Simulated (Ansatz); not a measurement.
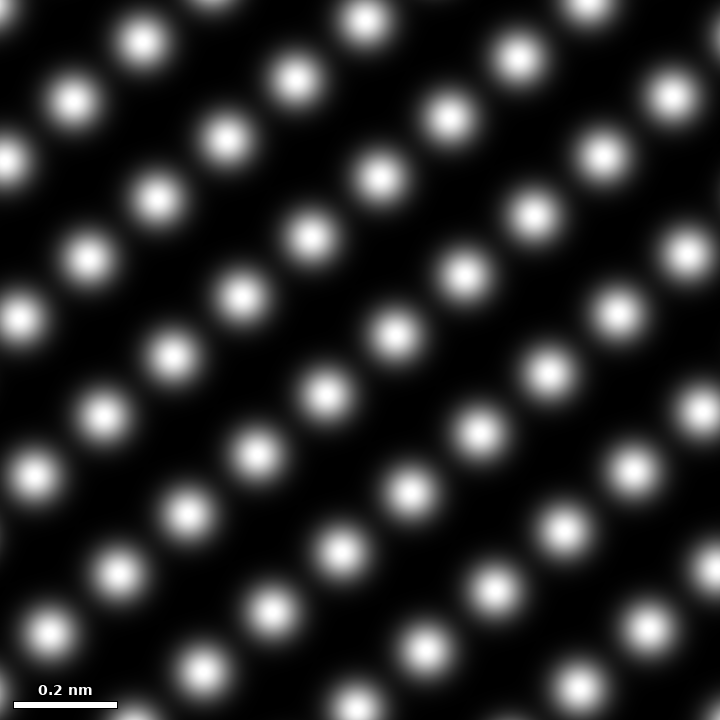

Dark-field STEM-like image of Ru (Pm-3m, No. 221). Simulated incoherent Z contrast: every atom adds Z^1.7 spread by a probe of 0.83 Å full width; channelling and multiple scattering are left out. The probe carries 15 % of its weight in a tail 2.5 times as wide. Structure used: the input geometry of an electronic-structure calculation (not necessarily at equilibrium); the starting structure was generated, so it need not be a known form of this composition.

```cif
data_structure
_symmetry_space_group_name_H-M 'P 1'
_symmetry_Int_Tables_number 1
_cell_length_a 2.5122
_cell_length_b 2.5122
_cell_length_c 2.5122
_cell_angle_alpha 90.000
_cell_angle_beta 90.000
_cell_angle_gamma 90.000
_cell_volume 15.85
loop_
_atom_site_label
_atom_site_type_symbol
_atom_site_fract_x
_atom_site_fract_y
_atom_site_fract_z
_atom_site_occupancy
Ru1 Ru 0.00000 0.00000 0.00000 1
```

### Along which zone axis is the crystal seen: [211], [110], [111] or [210]? (Directions equivalent by symmetry count as one.)

[110]. The projected cells are 1.45 × 1.78 Å, 90° for [211]; 1.78 × 2.51 Å, 90° for [110]; 2.05 × 2.05 Å, 120° for [111]; 1.12 × 2.51 Å, 90° for [210], and the image repeats as the [110] one does.
